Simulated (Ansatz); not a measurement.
# Where Nb_Mg puts its levels in the gap of MgO (Fm-3m)

Wanted: the transition levels of a substitutional impurity in MgO (Fm-3m), from a cell of 54 host atoms with 1 Mg taken out and 1 Nb put in.

Calculated with Ansatz 0.2.0; place-levels on r2SCAN runs: charge-transition levels and formation energies with image-charge correction and potential alignment at the atomic sites; PAW set soft_1.

The experiments to compare with:

For MgO, rocksalt (bulk crystal), “Electronic structure of alkaline earth and post-transition metal oxides” (2009, arxiv:0908.1581) quotes earlier work: band gap (literature experimental gap) 7.83 eV [Literature value based on experiment; other listed experimental values range from 7.7 to …].

## (1) Starting point

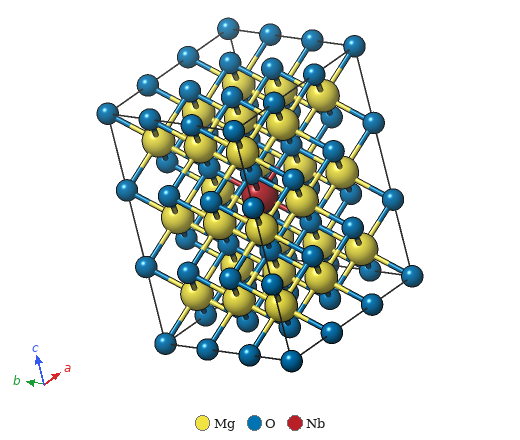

Start, viewed slightly off an axis; magnesium yellow, oxygen blue, niobium red. Bonds to atoms that aren't drawn are left out. Some periodic images of atoms are drawn too.

The cell holds 54 atoms: 26 Mg, 27 O and 1 Nb. Cell: a = 8.925 Å, b = 8.925 Å, c = 8.925 Å, α = 60.0°, β = 60.0°, γ = 60.0°. It derives from MgO (space group Fm-3m). Nearest the centre at fractional (0.667, 0.667, 0.333): Nb51 at 0.00 Å, O28 at 2.10 Å, O32 at 2.10 Å, O44 at 2.10 Å, O50 at 2.10 Å, O46 at 2.10 Å, O34 at 2.10 Å, Mg35 at 2.98 Å.

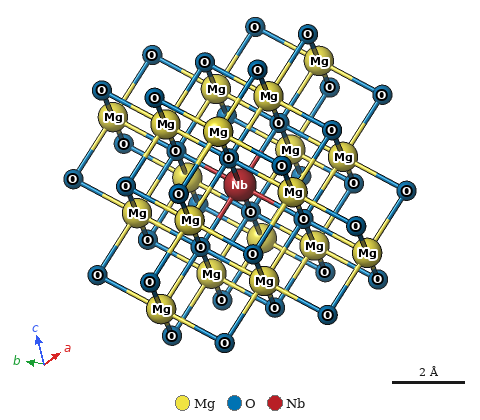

The atoms within 5 Å of the centre.

Screening for the image-charge correction: ε∞ = 3.24, ε0 = 10.37, from a response run on this crystal (DFPT, PBEsol) at that run's own cell.

The cell's shortest repeat is 8.9 Å.

## (2) The runs of each charge state

A transition level is the Fermi level at which two charge states cost the same, so each charge needs its own total energy, at its own relaxed structure.

Random displacements of about 0.05 Å break the site symmetry at the start, so that the relaxation can reach a distorted minimum if there is one. Forces are taken at one point at (¼, ¼, ¼). The cell holds 1 electron more than the neutral one, with a uniform background that keeps it neutral on the whole.

The sampling was tested on the host first: at the k-points planned (1x1x1 shifted 0.25 0.25 0.25) its energy lies 0.020 eV an atom from the dense-mesh value, under the bound of 0.02 eV set for this test; that bounds the host's error, not the defect's.

One state's input; the others differ in charge, spin, start and seed, and in occupations where the table says so.

File qm1.relax/input.yaml:

```yaml
crystal:
  lattice:
    - [0.0, 6.31124291, 6.31124291]
    - [6.31124291, 0.0, 6.31124291]
    - [6.31124291, 6.31124291, 0.0]
  atoms:
    - { symbol: Mg, position: [0.0, 0.0, 0.0] }
    - { symbol: O, position: [0.16666667, 0.16666667, 0.16666667] }
[... 6 atom lines left out ...]
    - { symbol: Mg, position: [0.0, 0.33333333, 0.33333333] }
[... 3 atom lines left out ...]
    - { symbol: Mg, position: [0.0, 0.66666667, 0.0] }
[... 1 atom line left out ...]
    - { symbol: Mg, position: [0.0, 0.66666667, 0.33333333] }
[... 5 atom lines left out ...]
    - { symbol: Mg, position: [0.33333333, 0.0, 0.33333333] }
[... 6 atom lines left out ...]
    - { symbol: O, position: [0.5, 0.5, 0.5] }
[... 1 atom line left out ...]
    - { symbol: O, position: [0.5, 0.5, 0.83333333] }
[... 1 atom line left out ...]
    - { symbol: O, position: [0.5, 0.83333333, 0.16666667] }
    - { symbol: Mg, position: [0.33333333, 0.66666667, 0.33333333] }
    - { symbol: O, position: [0.5, 0.83333333, 0.5] }
    - { symbol: Mg, position: [0.33333333, 0.66666667, 0.66666667] }
[... 1 atom line left out ...]
    - { symbol: Mg, position: [0.66666667, 0.0, 0.0] }
[... 1 atom line left out ...]
    - { symbol: Mg, position: [0.66666667, 0.0, 0.33333333] }
[... 4 atom lines left out ...]
    - { symbol: O, position: [0.83333333, 0.5, 0.16666667] }
    - { symbol: Mg, position: [0.66666667, 0.33333333, 0.33333333] }
    - { symbol: O, position: [0.83333333, 0.5, 0.5] }
    - { symbol: Mg, position: [0.66666667, 0.33333333, 0.66666667] }
[... 1 atom line left out ...]
    - { symbol: Mg, position: [0.66666667, 0.66666667, 0.0] }
    - { symbol: O, position: [0.83333333, 0.83333333, 0.16666667] }
    - { symbol: Nb, position: [0.66666667, 0.66666667, 0.33333333] }
[... 1 atom line left out ...]
    - { symbol: Mg, position: [0.66666667, 0.66666667, 0.66666667] }
    - { symbol: O, position: [0.83333333, 0.83333333, 0.83333333] }
  host:
    repeats: [3, 3, 3]
    atoms:
      - { symbol: Mg, position: [0.0, 0.0, 0.0] }
      - { symbol: O, position: [0.5, 0.5, 0.5] }
total_charge: -1
basis:
  ecutwfc: 500
  xc_grid: 2
hamiltonian:
  xc: r2scan
  pseudopotentials: { kind: paw, azcp: { folder: soft_1 } }
kpoints:
  mp_grid: { grid: [1, 1, 1], shift: [0.25, 0.25, 0.25] }
scf:
  occupations: { method: fixed }
  max_iter: 80
output:
  forces: true
  charged_corrections:
    epsilon: 3.24
    static_epsilon: 10.37
    defect_position: [0.666667, 0.666667, 0.333333]
relax:
  f_tol: 0.02
  max_steps: 80
  random_displacement: { amplitude: 0.05, seed: 6482 }
checkpoint:
  write: "../qm1.relax.run"
  compress: false
  write_wavefunctions: true
  write_every: 100000
```

On the command line:

```console
ansatz run input.yaml --threads 4 --pin off --max-ram 15073MiB --backend cpu --events-out ev --progress --plain --runs-dir out
```

The relaxed structure is kept and the sampling changed to a 2×2×2 shifted mesh.

The run of this state that the levels use, under r2SCAN:

File qm1.point/input.yaml:

```yaml
crystal:
  checkpoint: "../qm1.relax.run"
  host: checkpoint
total_charge: -1
basis:
  ecutwfc: 500
  xc_grid: 2
hamiltonian:
  xc: r2scan
  pseudopotentials: { kind: paw, azcp: { folder: soft_1 } }
kpoints:
  mp_grid: { grid: [2, 2, 2], shift: [0.5, 0.5, 0.5] }
scf:
  occupations: { method: fermi_dirac, width: 0.01 }
  max_iter: 80
output:
  forces: true
  eigenvalues: true
  charged_corrections:
    epsilon: 3.24
    static_epsilon: 10.37
    defect_position: [0.666667, 0.666667, 0.333333]
  eigenstates: { localisation: true }
  populations: true
  band_densities: [{ bands: [v1, v1] }, { bands: [c1, c1] }]
  write_density: true
  write_potential: true
  volumetric_format: npy
checkpoint:
  read: "../qm1.relax.run"
  write: "../qm1.point.run"
  compress: false
  write_wavefunctions: false
  write_every: 100000
```

Relaxations under r2SCAN at one point at (¼, ¼, ¼); times on 4 threads of Arm Neoverse V1, shared host:

| charge | moment (μB) | occupations | outcome | steps | largest displacement against the far atoms (Å) | time |
| --- | --- | --- | --- | --- | --- | --- |
| −1 | 0 | fixed | converged | 7 | 0.24 | 2.9 min |
| −1 | 4 | fixed | converged | 5 | 0.11 | 2.3 min |
| −1 | 2 | fixed | converged | 6 | 0.11 | 2.9 min |
| 0 | 1 | fixed | converged | 8 | 0.11 | 4.9 min |
| 0 | 3 | fixed | converged | 5 | 0.10 | 2.4 min |
| +1 | 0 | fixed | converged | 9 | 0.09 | 3.5 min |
| +1 | 2 | fixed | converged | 7 | 0.08 | 3.9 min |
| +2 | 1 | fixed | converged | 8 | 0.10 | 4.2 min |

Single points under r2SCAN at a 2×2×2 shifted mesh; times on 4 threads of Arm Neoverse V1, shared host:

| charge | moment (μB) | occupations | outcome | time |
| --- | --- | --- | --- | --- |
| −1 | 0 | fermi-dirac | converged | 77 s |
| −1 | 4 | fermi-dirac | converged | 2.7 min |
| −1 | 2 | fermi-dirac | converged | 3.5 min |
| 0 | 1 | fermi-dirac | converged | 2.5 min |
| 0 | 3 | fermi-dirac | converged | 2.4 min |
| +1 | 0 | fermi-dirac | converged | 60 s |
| +1 | 2 | fermi-dirac | converged | 3.1 min |
| +2 | 1 | fermi-dirac | converged | 3.3 min |

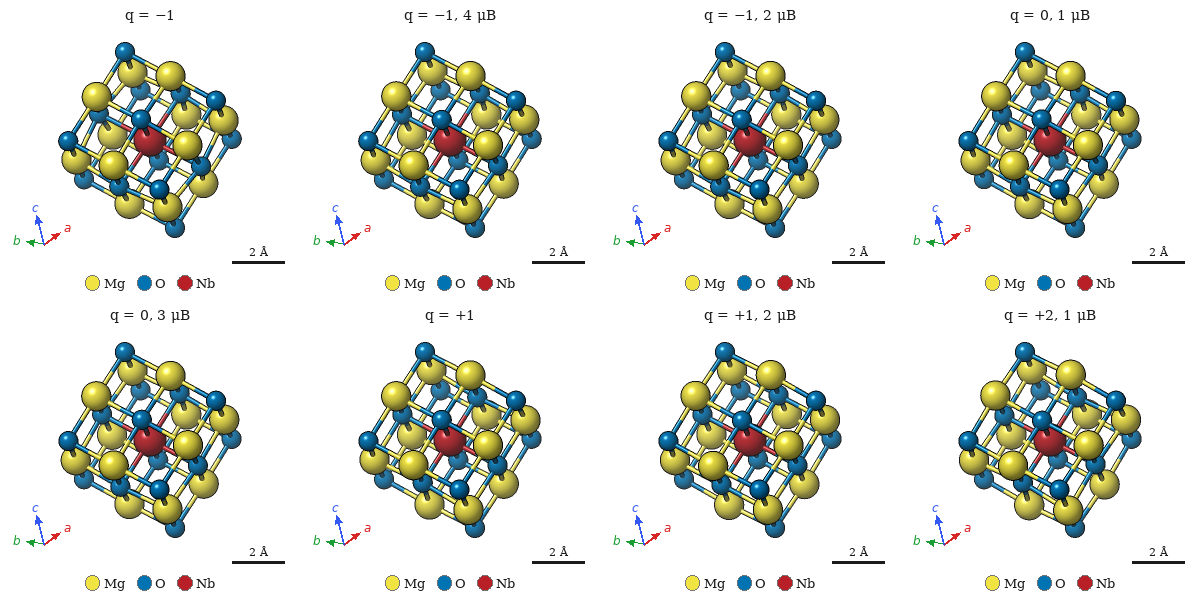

The structures near the centre after relaxation with r2SCAN, by charge.

Distances (Å) from Nb51 to the nearest atoms after relaxation with r2SCAN:

| charge | moment (μB) | 1. | 2. | 3. | 4. | 5. | 6. |
| --- | --- | --- | --- | --- | --- | --- | --- |
| −1 | 0 | O 2.22 | O 2.22 | O 2.22 | O 2.22 | O 2.34 | O 2.34 |
| −1 | 4 | O 2.21 | O 2.21 | O 2.21 | O 2.21 | O 2.21 | O 2.21 |
| −1 | 2 | O 2.21 | O 2.21 | O 2.21 | O 2.21 | O 2.21 | O 2.21 |
| 0 | 1 | O 2.21 | O 2.21 | O 2.21 | O 2.21 | O 2.21 | O 2.21 |
| 0 | 3 | O 2.21 | O 2.21 | O 2.21 | O 2.21 | O 2.21 | O 2.21 |
| +1 | 0 | O 2.02 | O 2.02 | O 2.19 | O 2.19 | O 2.19 | O 2.19 |
| +1 | 2 | O 2.11 | O 2.11 | O 2.11 | O 2.11 | O 2.18 | O 2.18 |
| +2 | 1 | O 2.00 | O 2.00 | O 2.10 | O 2.10 | O 2.10 | O 2.10 |

## (3) Placing the levels, r2SCAN

A charged cell interacts with its images and the background, and its potential has another zero than the host's. place-levels removes the first by a point-charge model, screened by the static dielectric constant since the ions have relaxed around the charge, and the second by comparing potentials at atoms far from the defect.

The host is a run of the defect-free crystal in the same cutoffs, grids and k-points, so that basis and sampling errors cancel in part in the differences. The host is run in a cell of 2 atoms on a matching mesh. Its band edges are searched through the zone by a band path, so the gap is smaller than, or equal to, that on the mesh. Chemical potentials are energies per atom of Mg (hcp) and Nb (bcc), run with the same functional and cutoff.

File levels.point.yaml:

```yaml
host:
  run: host.point.run
states: [qm1.point.run, qm1_M4.point.run, qm1_M2.point.run, q0_M1.point.run, q0_M3.point.run, qp1.point.run, qp1_M2.point.run, qp2_M1.point.run]
geometry_from:
  qm1.point.run: qm1.relax.run
  qm1_M4.point.run: qm1_M4.relax.run
  qm1_M2.point.run: qm1_M2.relax.run
  q0_M1.point.run: q0_M1.relax.run
  q0_M3.point.run: q0_M3.relax.run
  qp1.point.run: qp1.relax.run
  qp1_M2.point.run: qp1_M2.relax.run
  qp2_M1.point.run: qp2_M1.relax.run
chemical_potentials:
  Mg:
    energy: -1926.407918
    dataset: "<sha256 of the dataset>"
  Nb:
    energy: -4563.656891
    dataset: "<sha256 of the dataset>"
epsilon: 3.24
static_epsilon: 10.37
vertical:
  - { from: qm1.point.run, to: qm1.point_neutral.run }
  - { from: qm1_M4.point.run, to: qm1_M4.point_neutral.run }
  - { from: qm1_M2.point.run, to: qm1_M2.point_neutral.run }
  - { from: qp1.point.run, to: qp1.point_neutral.run }
  - { from: qp1_M2.point.run, to: qp1_M2.point_neutral.run }
  - { from: qp2_M1.point.run, to: qp2_M1.point_neutral.run }
```

On the command line:

```console
ansatz place-levels levels.point.yaml -- --threads 4 --pin off --max-ram 15073MiB
```

Numbers of over 12 decimals in the logs are rounded to 6 here.

Log:

```text
[... repeated set-up lines and file paths are left out, and long positions are rounded to six places ...]
(+2/+1) 2.845 eV above the valence edge, 2.833 eV under the conduction edge
(+1/0) 3.881 eV above the valence edge, 1.797 eV under the conduction edge
(0/-1) 5.716 eV above the valence edge (+6.859 eV without the band-filling correction), in the conduction band
formation energy of charge +2: -2.256 eV with the Fermi level at the valence edge
formation energy of charge +1: +0.589 eV with the Fermi level at the valence edge
formation energy of charge 0: +4.470 eV with the Fermi level at the valence edge
formation energy of charge -1: +10.185 eV with the Fermi level at the valence edge
vertical -1 to 0: no energy, since no alignment is typed
  the change from vertical[0].from (qm1.point.run) to vertical[0].to (qm1.point_neutral.run): by its potential at epsilon 3.24 it stands at 0.667 0.667 0.333, with an rms radius of about 1.4 Å (0.8 0.8 0.8 Å across the planes of the cell's vectors); [...]
vertical -1 to 0: no energy, since no alignment is typed
  the change from vertical[1].from (qm1_M4.point.run) to vertical[1].to (qm1_M4.point_neutral.run): by its potential at epsilon 3.24 it stands at 0.667 0.666 0.334, with an rms radius of about 4.3 Å (2.5 2.5 2.5 Å across the planes of the cell's vectors); [...]
vertical -1 to 0: no energy, since no alignment is typed
  the change from vertical[2].from (qm1_M2.point.run) to vertical[2].to (qm1_M2.point_neutral.run): by its potential at epsilon 3.24 it stands at 0.666 0.668 0.333, with an rms radius of about 2.1 Å (1.2 1.2 1.2 Å across the planes of the cell's vectors); [...]
vertical +1 to 0: no energy, since no alignment is typed
  the change from vertical[3].from (qp1.point.run) to vertical[3].to (qp1.point_neutral.run): by its potential at epsilon 3.24 it stands at 0.666 0.667 0.334, with an rms radius of about 1.5 Å (0.9 0.9 0.9 Å across the planes of the cell's vectors); [...]
vertical +1 to 0: no energy, since no alignment is typed
  the change from vertical[4].from (qp1_M2.point.run) to vertical[4].to (qp1_M2.point_neutral.run): by its potential at epsilon 3.24 it stands at 0.667 0.666 0.333, with an rms radius of about 1.5 Å (0.8 0.9 0.8 Å across the planes of the cell's vectors); [...]
vertical +2 to 0: no energy, since no alignment is typed
  the change from vertical[5].from (qp2_M1.point.run) to vertical[5].to (qp2_M1.point_neutral.run): by its potential at epsilon 3.24 it stands at 0.667 0.667 0.333, with an rms radius of about 2.0 Å (1.2 1.2 1.2 Å across the planes of the cell's vectors); [...]
  edges by r2scan, gap 5.678 eV; the host is sampled to repeats of 17.85 Å
  the defect's cells are sampled to repeats of 17.85 Å, like sampling
  charge +2: -70109.5829 eV with its correction of +1.855 eV, at epsilon 10.37, aligned at sites: +0.4233 eV, mean over 21 atomic sites at or beyond 4.46 Å from the defect at [0.6667, 0.6667, 0.3333], with -0.000000 for the charge's moments and without [...]
  charge +1: -70099.0537 eV with its correction of +0.668 eV, at epsilon 10.37, aligned at sites: +0.4162 eV, mean over 21 atomic sites at or beyond 4.46 Å from the defect at [0.6667, 0.6667, 0.3333], with +0.000000 for the charge's moments and without [...]
  charge 0: +0.000 eV for its dipole among its images, +0.000 omitted
  charge -1: -70072.9453 eV with its correction of -0.234 eV, at epsilon 10.37, aligned at sites: +0.4861 eV, mean over 21 atomic sites at or beyond 4.46 Å from the defect at [0.6667, 0.6667, 0.3333], with -0.000000 for the charge's moments and without [...]
  charge +1: states[5] (qp1.point.run) stands 1.035 eV higher, with a moment of 0.00 μB against 2.00
  charge 0: states[3] (q0_M1.point.run) stands 0.649 eV higher, with a moment of 1.00 μB against 3.00
  charge -1: states[2] (qm1_M2.point.run) stands 0.048 eV higher, with a moment of 2.00 μB against 4.00
  states[2] (qm1_M2.point.run): levels filled in part (TS 0.005 eV): its energy is of no whole electron's
  charge -1: states[0] (qm1.point.run) stands 0.639 eV higher, with a moment of 0.00 μB against 4.00
  of states[7] (qp2_M1.point.run): it parts from the run that its charge is read beside by 2 carriers, of which the mean alone is read, by its potential at epsilon 3.24, taken for that of held ions (one typed too small widens it): that is narrow, but one of [...]
  of states[6] (qp1_M2.point.run): its alignment with the host at atomic sites is doubtful: the cell is too small to show whether the defect's potential has decayed: take a larger one; stability_check_not_made
  of states[4] (q0_M3.point.run): its alignment with the host at atomic sites is doubtful: the cell is too small to show whether the defect's potential has decayed: take a larger one; stability_check_not_made
  of states[1] (qm1_M4.point.run): it parts from the run at its places by a charge that spreads by about 2.5 Å along one vector (1.3 Å or more is wide), by its potential at epsilon 3.24, taken for that of held ions (one typed too small widens it), where the [...]
  of states[5] (qp1.point.run): its alignment with the host at atomic sites is doubtful: the cell is too small to show whether the defect's potential has decayed: take a larger one
  of states[3] (q0_M1.point.run): its alignment with the host at atomic sites is doubtful: the cell is too small to show whether the defect's potential has decayed: take a larger one; stability_check_not_made
  of states[2] (qm1_M2.point.run): its alignment with the host at atomic sites is doubtful: the cell is too small to show whether the defect's potential has decayed: take a larger one; [...]
  of states[0] (qm1.point.run): its alignment with the host at atomic sites is doubtful: the cell is too small to show whether the defect's potential has decayed: take a larger one
  of vertical[0].to (qm1.point_neutral.run): stability_check_not_made
  of vertical[1].from (qm1_M4.point.run): its moments are held at its close (magnetization.spin_locking), by a field of 0.354 eV a Bohr magneton, and its energy and levels are of the state that this holds: a run that lets them go can end lower; [...]
  vertical[2].from (qm1_M2.point.run): levels filled in part (TS 0.005 eV): its energy is of no whole electron's
  of vertical[2].from (qm1_M2.point.run): its moments are held at its close (magnetization.spin_locking), by a field of 0.386 eV a Bohr magneton, and its energy and levels are of the state that this holds: a run that lets them go can end lower; [...]
  of vertical[3].to (qp1.point_neutral.run): stability_check_not_made
  of vertical[4].from (qp1_M2.point.run): stability_check_not_made
  of vertical[4].to (qp1_M2.point_neutral.run): stability_check_not_made
  of vertical[5].from (qp2_M1.point.run): stability_check_not_made; [...]
  vertical[5].to (qp2_M1.point_neutral.run): levels filled in part (TS 0.007 eV): its energy is of no whole electron's
  of vertical[5].to (qp2_M1.point_neutral.run): its moments are held at its close (magnetization.spin_locking), by a field of 0.165 eV a Bohr magneton, and its energy and levels are of the state that this holds: a run that lets them go can end lower; [...]
```

The job ended after 0.99 s (4 threads of Arm Neoverse V1, shared host).

(Part 1 of 2 ends here.)

[Logs are printed without paths, hosts, clocks, repeated set-up lines and the standing remarks that a program may print on its own settings, such as how far it seeks lower states.]

[Hosts, paths, dates, database ids (printed as entryN), source tags and the programs' standing remarks are cut or masked in the printed files.]

[Where a table of states has a column of steps, it counts the stored structures, which are thinned; the runs took as many ionic steps or more.]

[A defect's name tells the site on which it was built; relaxed atoms can leave that site.]

[For some hosts the program warned that the k-mesh of the response run may be too coarse for force constants and the static dielectric constant; such warnings are not shown here.]
